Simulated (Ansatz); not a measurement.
**A series of single points on KCl**

System: KCl (I4/mmm, 2 atoms in the cell).
Method: DFT r2SCAN, scalar-relativistic, plane waves, PAW, no spin polarisation (Ansatz 0.2.0).

The 8 runs differ only in the geometry, by a strain of the cell at fixed fractional positions. Against run 4, the strain is εyy = η. The structure derives from an entry of the Crystallography Open Database.

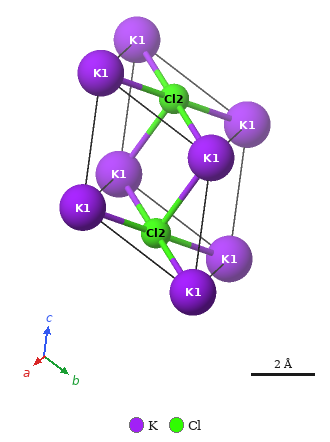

Figure 1. The structure of run 4 (ball-and-stick view of the reduced cell, seen slightly off an axis; atoms are numbered from 1 in the order of the input). An atom can appear more than once, as a periodic image.

## Input of run 4
```yaml
crystal:
  lattice:
    - [0.0, 3.187661, 3.1561]
    - [3.1561, 0.0, 3.1561]
    - [3.1561, 3.187661, 0.0]
  atoms:
    - { symbol: K, position: [0.0, 0.0, 0.0] }
    - { symbol: Cl, position: [0.5, 0.5, 0.5] }
basis:
  ecutwfc: 500
kpoints:
  mp_grid: { grid: [6, 6, 6] }
hamiltonian:
  xc: r2scan
scf:
  occupations: { method: gaussian, width: 0.05 }
output:
  forces: true
  stress: true
  eigenvalues: true
```

Command:
```bash
ansatz run input.yaml --threads 1 --pin off --max-ram 2560MiB --backend cpu --events-out ev --progress --plain --runs-dir out
```

Lattice vectors (Å) and fractional positions of run 4:
```
   0.000000    3.187661    3.156100
   3.156100    0.000000    3.156100
   3.156100    3.187661    0.000000
K   0.000000  0.000000  0.000000
Cl  0.500000  0.500000  0.500000
```

Run 6 differs from it as follows:
```diff
-    - [0.0, 3.187661, 3.1561]
+    - [0.0, 3.250783, 3.1561]
-    - [3.1561, 3.187661, 0.0]
+    - [3.1561, 3.250783, 0.0]
```

## Results, with one run withheld

```tsv
run	strain parameter η (%)	free energy per atom, from the lowest run given (meV)	pressure (GPa)	gap on the mesh (eV)
1	−3.9604	3.35	0.49	5.88
2	−2.9703	1.11	0.24	5.85
3	−1.9802	0.00	0.02	5.82
4	0.0000	0.63	−0.34	5.76
5	0.9901	2.11	−0.49	5.72
6	1.9802	?	?	?
7	2.4752	5.51	−0.69	5.67
8	2.9703	6.91	−0.75	5.65
```

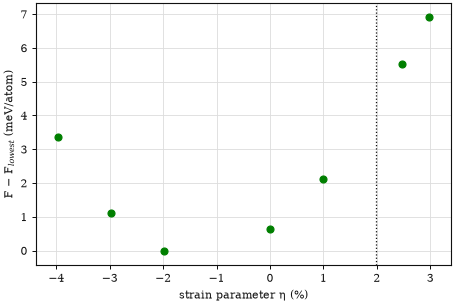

Figure 2. Free energy per atom of the runs given; the dotted line marks run 6.

What should run 6 give?

A cubic polynomial in the coordinate, fitted to the 7 runs given, misses them by at most 0.01 meV per atom. With x = η + 0.3536, it reads F = 0.259 + 0.87368 x + 0.4061 x² − 0.020354 x³ (meV per atom). At run 6 it gives 4.25 meV per atom, and the run itself gives 4.24. The fit has its minimum at η = −1.3540 %. The gap on the mesh goes, without turning, from 5.88 eV in run 1 to 5.65 eV in run 8; run 6 has 5.68 eV. These are gaps of this functional on this mesh, which can miss the band edges; they aren't the measured gap.

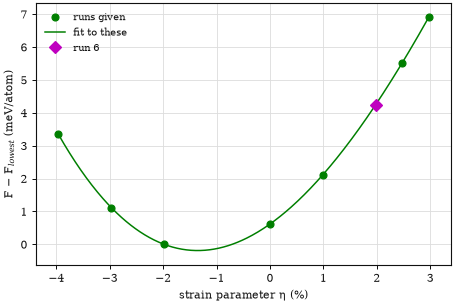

Figure 3. The fit and the withheld run.

## Output, shortened to warnings, some set-up lines, iterations and results (run 6)
```
Basis set: ecut = 500 eV, 1663 PW (Γ), exchange–correlation on 144×144×144 points (64 copies of the dense FFT grid, shifted against one another)
Symmetry: 16 space group operations
k-points: 30 of 216
Initial density: superposition of atomic densities (neutral atoms: chi_scale 0, normalization atom), corrected by the library's trained network
[...]
SCF iter   1: F=—  HF=-2630.446632 eV  |F-HF|=—  |Δ(HF+E_count)|=         —  Δρ=3.83e-3  dr2=5.09e-3  dr2_τ=1.32e-3  ethr=1.77e-3  ⟨swp⟩=6.0  Hψ=2374  notcnv=0
SCF iter   2: F=—  HF=-2630.463966 eV  |F-HF|=—  |Δ(HF+E_count)|=   1.73e-2  Δρ=1.57e-3  dr2=6.20e-4  dr2_τ=6.51e-5  ethr=3.18e-5  ⟨swp⟩=2.0  Hψ=930  notcnv=0
SCF iter   3: F=—  HF=-2630.464080 eV  |F-HF|=—  |Δ(HF+E_count)|=   1.14e-4  Δρ=3.60e-4  dr2=2.76e-5  dr2_τ=5.23e-6  ethr=3.87e-6  ⟨swp⟩=2.1  Hψ=554  notcnv=0
SCF iter   4: F=—  HF=-2630.464095 eV  |F-HF|=—  |Δ(HF+E_count)|=   1.48e-5  Δρ=3.86e-5  dr2=5.41e-7  dr2_τ=3.64e-7  ethr=1.73e-7  ⟨swp⟩=2.0  Hψ=601  notcnv=0
SCF iter   5: F=-2630.464095 eV  HF=-2630.464095 eV  |F-HF|=1.76e-8  |Δ(HF+E_count)|=   1.10e-7  Δρ=7.63e-6  dr2=2.21e-8  dr2_τ=5.15e-9  ethr=3.38e-9  ⟨swp⟩=2.0  Hψ=570  …
SCF iter   6: F=-2630.464095 eV  HF=-2630.464095 eV  |F-HF|=5.26e-10  |Δ(HF+E_count)|=   2.48e-8  Δρ=2.37e-6  dr2=3.13e-9  dr2_τ=3.98e-10  ethr=1.38e-10  ⟨swp⟩=2.8  Hψ=1641  …
SCF 1 converged in 6 iterations: F = -2630.464095 eV  dr2 = 3.13e-9
SCF converged after 6 iterations
Free energy (F): -2630.464095 eV
Harris-Foulkes:  -2630.464095 eV  (|F-HF|=5.26e-10)
Internal energy: -2630.464095 eV  (E = F + TS)
E sigma→0 (E₀):  -2630.464095 eV
Fermi energy:    3.030931 eV
--- Per-component energies (eV) ---
  E_band       = -147.243492
  E_kinetic    = 415.230704
  E_local      = -850.810844  (includes V_loc(G=0)·N_el)
  E_nonlocal   = 40.753492
  E_hartree    = 285.830754
  E_xc         = -238.696872
  E_vxc        = -322.145833  (∫ρ·V_xc dr)
  E_paw        = -1454.418951  (= ΣΔE_a)
  E_vpaw       = -20.460319  (= ΣTr[D̂ρ^β])
  E_aug_tail   = 0.000033  (compensation charges beyond the density's cutoff)
  E_vtau       = 18.528433  (kinetic-family band-sum trace: ∫τ·v_τ [+ j·A + Jᵃ·Aᵃ] dr)
  E_ewald      = -828.019819
  E_core_change = -0.332592  (= ΣΔE_core)
  E_smearing   = -0.000000  (= −TS)
  E_closure    = -0.000000  (closes the sum)
  Σ components = -2630.464095   (vs F -2630.464095, Δ=0.00e0)
--- Forces (eV/Å), atoms counted from 1 ---
  atom   1  K     -0.00000000     0.00000000     0.00000000
  atom   2  Cl     0.00000000    -0.00000000    -0.00000000
  max |Σ_I F_I| component: 5.13e-30 eV/Å
--- Stress (GPa, compression-positive) ---
       -0.328857      -0.000000      -0.000000
       -0.000000      -1.229173      -0.000000
       -0.000000      -0.000000      -0.328857
  P = ⅓ Tr σ = -0.6290 GPa (-6.290 kbar)
```
